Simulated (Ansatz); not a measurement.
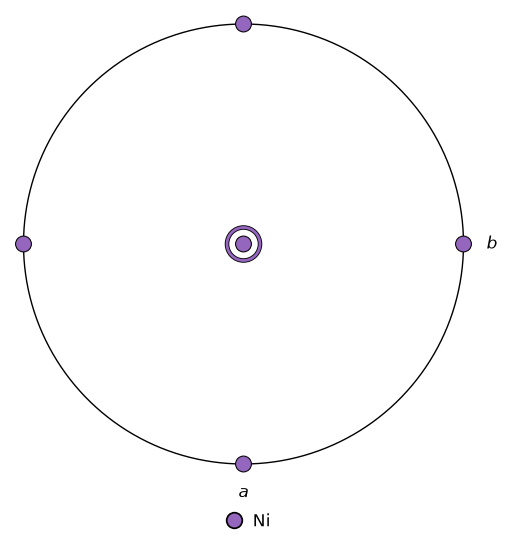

Crystal: Ni, the end point of a relaxation with DFT, m-r2SCAN, plane waves (500 eV) with PAW, scalar-relativistic (Ansatz); the starting structure was generated, so it need not be a known form of this composition. Directions from one nickel atom at (0, 0, 0) to its bonded neighbours, in stereographic projection down c (filled: above the plane of the page or in it, open: below). The drawing is computed from the coordinates (standard cell, symmetry found to 0.002 Å).

Neighbours are counted up to 2.57 Å for Ni.

```yaml
crystal:
  lattice:
    - [2.29284, 0.00000, 0.00000]
    - [0.00000, 2.29284, 0.00000]
    - [0.00000, 0.00000, 2.29284]
  atoms:
    - { symbol: Ni, position: [0.00000, 0.00000, 0.00000] }
```

**How many neighbours are there, and at what angles?**

6: 6 Ni at 2.29 Å. Angles between bonds: 90° (12×), 180° (3×).

**What is the site's symmetry in the crystal?**

Point group m-3m (Oh), order 48: three fourfold axes, four threefold axes, six twofold axes, nine mirror planes, an inversion centre. In Pm-3m, No. 221 this is Wyckoff position 1a.
